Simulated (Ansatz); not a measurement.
## Ti₁₀O₁₃: band-structure calculation (part 2 of 2)

The same run, continued: Ti₁₀O₁₃ (C2/m, 23 atoms in the cell); DFT r2SCAN, scalar-relativistic, plane waves, PAW, no spin polarisation (Ansatz 0.2.0); cutoff 500 eV, 10×10×4 k-mesh, Gaussian smearing of 0.1 eV. The structure derives from a Materials Project entry.

Geometry of the input (Å; fractional positions):
```
4.6250  -2.0597  -0.0048
4.6250  2.0597  -0.0048
-0.9172  0.0000  12.0288
Ti 0.1696  0.1696  0.5404
Ti 0.4483  0.4483  0.6253
Ti 0.5517  0.5517  0.3747
Ti 0.8304  0.8304  0.4596
Ti 0.6168  0.6168  0.1557
Ti 0.9365  0.9365  0.2306
Ti 0.6922  0.6922  0.9286
Ti 0.3078  0.3078  0.0714
Ti 0.0635  0.0635  0.7694
Ti 0.3832  0.3832  0.8443
O  0.9629  0.9629  0.6108
O  0.2605  0.2605  0.6967
O  0.6416  0.6416  0.5405
O  0.0371  0.0371  0.3892
O  0.3584  0.3584  0.4595
O  0.7395  0.7395  0.3033
O  0.1209  0.1209  0.1520
O  0.4203  0.4203  0.2269
O  0.1858  0.1858  0.9206
O  0.5000  0.5000  0.0000
O  0.8142  0.8142  0.0794
O  0.5797  0.5797  0.7731
O  0.8791  0.8791  0.8480
```

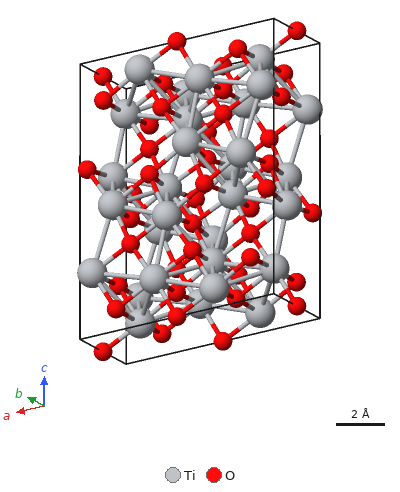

**Figure 1.** The input geometry (ball-and-stick view of the cell 2 times as large as that of the calculation, set on its symmetry axes, seen at an oblique angle). An atom can appear more than once, as a periodic image.

## Output, continued
```
--- Stress (GPa, compression-positive) ---
       -0.002597       0.000000       0.002058
        0.000000       0.003561      -0.000000
        0.002057      -0.000000      -0.000495
  P = ⅓ Tr σ = 0.0002 GPa (0.002 kbar)
--- Band table (eV; the first three rows and the last of 117) ---
  k-point 0: bands = ["-45.6585", "-45.6369", "-45.6105", "-45.5653", "-45.4228", "-45.4138", "-45.4000", "-45.3566", "-45.3133", "-45.2750", "-21.0854", "-21.0852", "-21.0600", "-21.0417", "-21.0202", "-21.0127", "-21.0008", "-20.9700", "-20.9595", "-20.9510", "-20.9504", "-20.9340", "-20.8393", "-20.8084", "-20.8077", "-20.7525", "-20.7417", "-20.7404", "-20.7173", "-20.6541", "-20.6174", "-20.6087", "-20.5956", "-20.5759", "-20.5509", "-20.4887", "-20.4686", "-20.4043", "-20.4016", "-20.2717", "-7.9055", "-7.5037", "-7.4138", "-7.0650", "-7.0199", "-6.9573", "-6.9113", "-6.7697", "-6.6415", "-6.5099", "-6.1421", "-6.1350", "-5.8880", "6.5672", "6.6062", "6.8870", "7.0627", "7.1247", "7.3815", "7.4405", "7.4770", "7.5670", "7.6076", "7.6341", "7.6559", "7.6662", "7.8068", "7.8810", "7.9613", "8.0570", "8.1910", "8.2258", "8.3116", "8.3360", "8.3553", "8.3629", "8.5490", "8.6144", "8.6409", "8.9745", "8.9814", "9.0346", "9.0480", "9.2610", "9.2619", "9.7582", "9.8946", "9.9611", "10.2639", "10.4174", "10.5017", "10.5156", "12.7674", "13.0271", "13.7908", "13.9058", "14.1573", "14.3562", "14.5177", "14.7143", "15.1623", "15.4801", "15.5321", "15.5522", "15.5525", "15.6007", "15.7120", "15.7203", "15.8891", "15.8952", "16.0979", "16.1613", "16.1620", "16.3811", "16.4556", "16.5883", "16.6417", "16.8345", "16.8731", "16.9750", "17.0390", "17.0779", "17.0999", "17.1031", "17.1956", "17.2791", "17.2914", "17.3475", "17.4103", "17.5609", "17.5813", "17.7693", "17.8386", "17.8978", "17.9535", "18.2864", "18.4407", "18.6425", "18.9141", "19.0375", "19.0556", "19.1895", "19.2534", "20.5724", "20.5828", "23.4664", "24.1213", "25.0736", "25.3312", "25.4921", "26.0335", "26.1599", "26.5483", "26.6795", "26.7664", "26.8742"]
  k-point 1: bands = ["-45.6584", "-45.6372", "-45.6103", "-45.5654", "-45.4236", "-45.4117", "-45.4015", "-45.3563", "-45.3133", "-45.2750", "-21.0886", "-21.0835", "-21.0556", "-21.0448", "-21.0178", "-21.0128", "-21.0010", "-20.9696", "-20.9580", "-20.9567", "-20.9516", "-20.9333", "-20.8241", "-20.8097", "-20.8060", "-20.7622", "-20.7520", "-20.7457", "-20.7125", "-20.6482", "-20.6229", "-20.6044", "-20.5927", "-20.5786", "-20.5462", "-20.4886", "-20.4687", "-20.4108", "-20.3961", "-20.2727", "-7.8740", "-7.6267", "-7.3010", "-7.0686", "-7.0432", "-6.9366", "-6.9139", "-6.7845", "-6.6329", "-6.5148", "-6.1475", "-6.1305", "-5.8881", "6.5519", "6.7037", "6.9037", "7.0460", "7.1248", "7.2641", "7.3080", "7.4785", "7.5920", "7.6415", "7.6571", "7.6679", "7.6775", "7.7862", "7.8916", "7.9246", "8.0727", "8.1964", "8.2246", "8.2812", "8.3064", "8.4278", "8.5199", "8.5367", "8.5668", "8.6816", "8.8254", "8.9499", "9.0839", "9.0948", "9.2334", "9.5031", "9.6088", "9.9467", "9.9813", "10.1877", "10.4186", "10.4658", "10.5014", "12.5583", "13.3251", "13.8030", "13.9351", "14.1402", "14.3215", "14.4438", "14.6041", "15.3019", "15.4091", "15.5358", "15.5510", "15.5637", "15.6443", "15.6510", "15.7551", "15.8816", "15.9371", "15.9917", "16.1829", "16.2848", "16.4590", "16.5172", "16.5426", "16.6810", "16.7312", "16.9012", "16.9620", "17.0099", "17.0811", "17.0919", "17.1354", "17.1603", "17.1877", "17.2613", "17.3629", "17.4050", "17.4449", "17.6067", "17.7261", "17.8751", "17.9132", "18.1419", "18.2798", "18.5680", "18.7175", "18.8769", "18.9765", "18.9855", "19.1055", "19.3723", "19.8336", "21.3874", "23.0238", "24.5079", "25.1069", "25.2292", "25.4785", "25.9203", "26.2647", "26.5843", "26.6166", "26.8285", "26.8305"]
  k-point 2: bands = ["-45.6583", "-45.6375", "-45.6101", "-45.5654", "-45.4242", "-45.4089", "-45.4039", "-45.3560", "-45.3134", "-45.2750", "-21.0879", "-21.0865", "-21.0494", "-21.0466", "-21.0132", "-21.0130", "-21.0090", "-20.9684", "-20.9581", "-20.9550", "-20.9545", "-20.9337", "-20.8103", "-20.8050", "-20.7999", "-20.7831", "-20.7613", "-20.7488", "-20.7084", "-20.6435", "-20.6269", "-20.6018", "-20.5884", "-20.5823", "-20.5416", "-20.4885", "-20.4687", "-20.4146", "-20.3936", "-20.2737", "-7.8112", "-7.7340", "-7.2256", "-7.0833", "-7.0612", "-6.9212", "-6.9114", "-6.8034", "-6.6236", "-6.5204", "-6.1510", "-6.1280", "-5.8882", "6.5582", "6.8330", "6.9115", "7.0095", "7.1213", "7.1248", "7.2628", "7.4110", "7.6022", "7.6213", "7.6332", "7.6828", "7.6972", "7.9098", "7.9551", "7.9801", "8.0076", "8.0590", "8.2499", "8.2952", "8.3185", "8.4469", "8.5003", "8.5458", "8.6153", "8.7118", "8.7292", "8.8787", "9.1766", "9.2161", "9.3884", "9.4232", "9.5398", "9.9957", "10.0224", "10.0394", "10.4227", "10.4243", "10.5029", "12.4451", "13.5412", "13.9634", "13.9942", "14.0249", "14.1338", "14.2997", "14.6901", "15.3072", "15.3853", "15.5345", "15.5697", "15.5963", "15.6531", "15.7129", "15.7634", "15.7635", "15.8889", "16.0543", "16.2770", "16.3243", "16.4900", "16.5203", "16.6141", "16.6564", "16.7092", "16.9418", "16.9479", "16.9700", "17.0071", "17.0843", "17.1440", "17.1496", "17.1596", "17.2283", "17.2326", "17.3993", "17.4722", "17.6604", "17.6706", "17.8939", "17.9152", "18.2803", "18.4379", "18.5661", "18.7725", "18.8094", "18.9086", "19.0420", "19.1040", "19.3382", "19.4793", "21.9817", "22.5033", "24.9566", "25.0101", "25.1825", "25.3090", "25.9535", "26.3513", "26.4909", "26.5798", "26.7849", "26.8655"]
  k-point 116: bands = ["-45.6436", "-45.6309", "-45.6161", "-45.5659", "-45.4223", "-45.4176", "-45.3869", "-45.3577", "-45.3250", "-45.2876", "-21.1156", "-21.0972", "-21.0738", "-21.0726", "-21.0604", "-21.0162", "-21.0081", "-20.9439", "-20.9110", "-20.9069", "-20.8889", "-20.8769", "-20.8481", "-20.8417", "-20.8083", "-20.7290", "-20.7218", "-20.7191", "-20.6748", "-20.6729", "-20.6707", "-20.6309", "-20.6084", "-20.5784", "-20.5688", "-20.4886", "-20.4830", "-20.4628", "-20.3407", "-20.3102", "-7.4902", "-7.2667", "-7.2404", "-7.2208", "-7.1373", "-7.0420", "-6.9486", "-6.9241", "-6.4378", "-6.4278", "-6.3936", "-6.3390", "-5.9989", "6.6281", "6.7439", "6.8047", "6.9137", "7.0893", "7.1452", "7.1632", "7.1716", "7.3366", "7.3977", "7.5088", "7.7079", "7.7442", "7.9098", "7.9526", "8.0083", "8.2736", "8.2895", "8.4629", "8.6742", "8.7582", "8.8049", "8.8268", "8.8392", "8.9520", "9.0168", "9.0526", "9.1675", "9.2089", "9.3028", "9.3484", "9.3582", "9.4493", "9.5127", "9.6598", "9.6878", "10.0656", "10.2063", "10.3705", "12.6722", "12.9398", "13.1535", "13.1625", "13.2767", "13.3816", "13.7325", "14.1512", "15.2313", "15.4058", "15.4091", "15.4673", "15.6048", "15.7288", "16.1190", "16.1228", "16.3558", "16.3771", "16.4151", "16.4636", "16.5121", "16.5873", "16.6274", "16.7309", "16.7469", "16.8744", "16.9738", "17.0267", "17.1156", "17.1440", "17.1941", "17.2267", "17.2500", "17.2595", "17.3335", "17.3551", "17.4730", "17.5116", "17.5446", "17.5570", "17.7604", "17.8299", "17.8860", "17.9379", "18.2375", "18.3573", "18.5038", "19.0380", "19.1428", "19.2228", "21.5914", "21.6639", "21.9640", "22.5664", "23.5070", "23.8465", "24.2007", "24.2192", "25.1440", "26.0001", "26.3587", "26.3903", "26.6247", "26.7695"]
--- Löwdin populations: 23 sites ---
  site symbol       q [e]
     0     Ti     11.0275
     1     Ti     11.0237
     2     Ti     11.0237
     3     Ti     11.0275
     4     Ti     11.0011
     5     Ti     10.9642
     6     Ti     10.9639
     7     Ti     10.9639
     8     Ti     10.9642
     9     Ti     11.0011
    10      O      6.7438
    11      O      6.7037
    12      O      6.7247
    13      O      6.7438
    14      O      6.7247
    15      O      6.7037
    16      O      6.7247
    17      O      6.6941
    18      O      6.7095
    19      O      6.7409
    20      O      6.7095
    21      O      6.6941
    22      O      6.7247
  spilling = 0.003521 (of n_electrons = 198.000000)
```

## File populations.tsv
```
# site	symbol	l	j	q
# orbitals = lowdin
# n_electrons = 198.000000
# spilling = 0.003521
0	Ti	0_3S	-	1.909661
0	Ti	0_4S	-	0.427496
0	Ti	1_3P	-	5.987129
0	Ti	2_3D	-	2.703183
1	Ti	0_3S	-	1.908848
1	Ti	0_4S	-	0.429096
1	Ti	1_3P	-	5.987141
1	Ti	2_3D	-	2.698589
2	Ti	0_3S	-	1.908848
2	Ti	0_4S	-	0.429096
2	Ti	1_3P	-	5.987141
2	Ti	2_3D	-	2.698589
3	Ti	0_3S	-	1.909661
3	Ti	0_4S	-	0.427496
3	Ti	1_3P	-	5.987129
3	Ti	2_3D	-	2.703183
4	Ti	0_3S	-	1.909272
4	Ti	0_4S	-	0.428866
4	Ti	1_3P	-	5.988115
4	Ti	2_3D	-	2.674881
5	Ti	0_3S	-	1.911035
5	Ti	0_4S	-	0.428467
5	Ti	1_3P	-	5.987664
5	Ti	2_3D	-	2.637032
6	Ti	0_3S	-	1.911349
6	Ti	0_4S	-	0.429828
6	Ti	1_3P	-	5.987748
6	Ti	2_3D	-	2.634936
7	Ti	0_3S	-	1.911349
7	Ti	0_4S	-	0.429828
7	Ti	1_3P	-	5.987748
7	Ti	2_3D	-	2.634936
8	Ti	0_3S	-	1.911035
8	Ti	0_4S	-	0.428467
8	Ti	1_3P	-	5.987664
8	Ti	2_3D	-	2.637032
9	Ti	0_3S	-	1.909272
9	Ti	0_4S	-	0.428866
9	Ti	1_3P	-	5.988115
9	Ti	2_3D	-	2.674881
10	O	0_2S	-	1.729032
10	O	1_2P	-	5.014805
11	O	0_2S	-	1.735112
11	O	1_2P	-	4.968619
12	O	0_2S	-	1.730282
12	O	1_2P	-	4.994464
13	O	0_2S	-	1.729032
13	O	1_2P	-	5.014805
14	O	0_2S	-	1.730282
14	O	1_2P	-	4.994464
15	O	0_2S	-	1.735112
15	O	1_2P	-	4.968619
16	O	0_2S	-	1.740723
16	O	1_2P	-	4.983976
17	O	0_2S	-	1.725104
17	O	1_2P	-	4.969004
18	O	0_2S	-	1.723793
18	O	1_2P	-	4.985718
19	O	0_2S	-	1.746587
19	O	1_2P	-	4.994290
20	O	0_2S	-	1.723793
20	O	1_2P	-	4.985718
21	O	0_2S	-	1.725104
21	O	1_2P	-	4.969004
22	O	0_2S	-	1.740723
22	O	1_2P	-	4.983976
```

## Results in brief

| quantity | value |
| --- | --- |
| outcome | converged |
| space group (tolerance 0.01 Å) | C2/m (12) |
| electrons treated | 198 |
| free energy | −32470.5839 eV |
| Fermi energy | 15.119 eV |
| gap on the k-point mesh | none (metallic) |
| pressure | 0.00 GPa |
| largest force (length of the vector) | 0.001 eV/Å |
| hardware | 4 threads of Intel Xeon (Sapphire Rapids), 192 GiB of memory available, shared host |
| wall time | 6.1 min (CPU time 24 min) |
| peak memory | 8.7 GiB |
